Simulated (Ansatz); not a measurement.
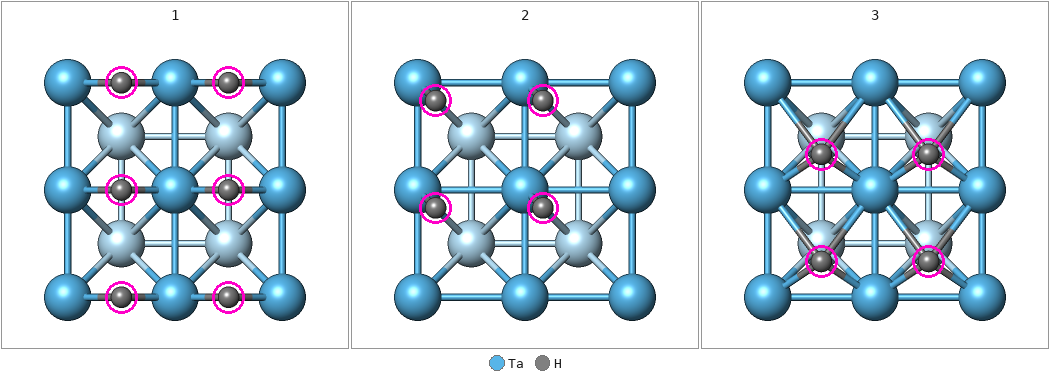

H on a Ta(100) slab cut from the Fm-3m phase, its upper half relaxed before the scan (3 atoms of substrate and one adsorbate in a 1 × 1 cell). H is moved over the surface cell; relaxed at each place: the height of the adsorbate's atoms; substrate rigid; the origin of the map has the adsorbate above Ta3. Places are given modulo a cell vector. The map is drawn in real space over the plane of the surface. Grid: 6 × 6 points; 10 points were computed and 26 follow by symmetry. Energies: eV, counted from the lowest grid point. With one adsorbate in each 1 × 1 cell, its nearest image is 3.0 Å away, so neighbouring adsorbates interact. Level of theory: Ansatz, DFT PBE, scalar-relativistic, plane waves, PAW. Settings: cutoff 420 eV, k-mesh 9×9×1, gaussian smearing 0.1 eV, no spin polarisation.

The numbered pictures are structures from this grid. Rings mark the moved atoms.

> Rank them by energy, lowest first.

1, at a bridge site between two Ta atoms, (3/6, 0/6) of the cell vectors: 0.00 eV; 3, at (3/6, 2/6) of the cell vectors [nearest 2 Ta at 2.05 Å]: 0.31 eV; 2, at (1/6, 5/6) of the cell vectors [nearest 1 Ta at 1.81 Å]: 0.61 eV.

The map, with the structures marked:

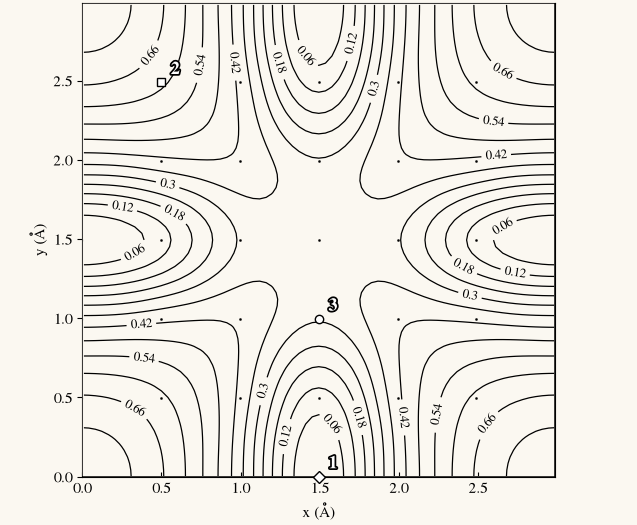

The picture shows contour lines labelled in eV, dots at the grid points, the outline of one cell of the plane. Between grid points the surface is interpolated.

PAW datasets: the set soft_1.
